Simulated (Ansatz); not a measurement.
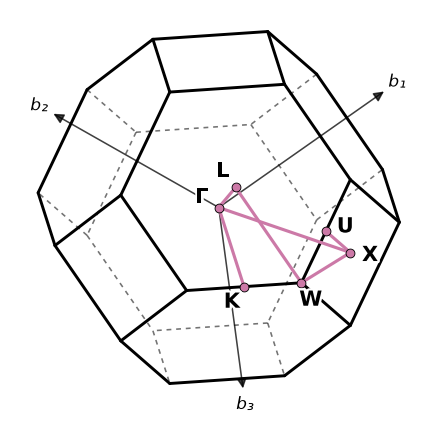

Crystal: InSb, the geometry relaxed with DFT PBE, scalar-relativistic, plane waves, PAW (Ansatz 0.2.0); the starting structure was generated, so it need not be a known form of this composition. The figure shows the first Brillouin zone with its special points and a band path. The drawing is computed from the coordinates (standard cell, symmetry found to 0.002 Å).

Labels and path follow the convention of Hinuma et al. (2017), as computed by seekpath; the arrows show the directions of the reciprocal primitive vectors b₁, b₂, b₃.

### What lattice type do the shape and the labels point to?

A face-centred cubic lattice (cF; extended symbol cF2). The zone is a truncated octahedron in its combinatorial type: 14 faces (6 with 4 edges, 8 with 6 edges), 36 edges, 24 vertices.

### Write the standard path through the labelled points.

Γ–X–U | K–Γ–L–W–X
